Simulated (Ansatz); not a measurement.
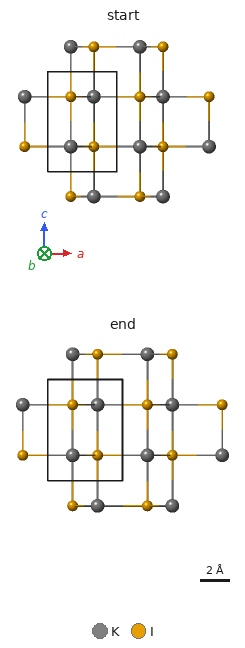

The structure of solid KI (built on the h-MgO (five-fold) type) before (top) and after (bottom) a relaxation, at one scale.

The picture is a ball-and-stick view of the cell of the calculation, repeated 2 × 1 × 1 with one cell outlined, seen along the b axis.

Method: DFT, PBE, plane waves, PAW in Ansatz 0.2.0.

Input
```yaml
crystal:
  lattice:
    - [5.6317130406, 0.0, 0.0]
    - [-2.8158565203, 4.87720656, 0.0]
    - [0.0, 0.0, 7.0392672]
  atoms:
    - { symbol: K, position: [0.3333333333, 0.6666666667, 0.25] }
    - { symbol: K, position: [0.6666666667, 0.3333333333, 0.75] }
    - { symbol: I, position: [0.6666666667, 0.3333333333, 0.25] }
    - { symbol: I, position: [0.3333333333, 0.6666666667, 0.75] }
kpoints:
  mp_grid: { grid: [6, 6, 4] }
hamiltonian:
  xc: pbe
scf:
  occupations: { method: fermi_dirac, width: 0.02 }
relax:
  f_tol: 0.005
  cell: {}
```

Launched with:
```bash
ansatz run input.yaml --threads 2 --pin off --max-ram 2211MiB --backend cpu --events-out ev --progress --plain --runs-dir out
```

Describe what moved and what it gained.

No atom moves by more than 0.005 Å relative to the cell. The drawn cell changes as follows: a = b 5.632 → 6.088 Å (+8.1 %), c 7.039 → 7.128 Å (+1.3 %); the volume changes by +18.4 %. Near-neighbour distances that change, for instance: K1–I3 3.251 → 3.515 Å, K1–I4 3.520 → 3.564 Å. The space group stays P6_3/mmc (No. 194). Over 3 accepted moves (4 points after the start) the energy falls by 59.7 meV per atom. All forces vanish by symmetry, so only the cell relaxes. Pressure: 2.13 GPa at the start and −0.01 GPa at the end. The SCF was repeated once at an unchanged geometry on a basis and grid sized afresh for the cell, which shifted the energy by 0.4 meV per atom at most. Cost: 24 s on 2 threads of Intel(R) Xeon(R) Processor @ 2.70GHz (shared host), peak memory 0.57 GiB.
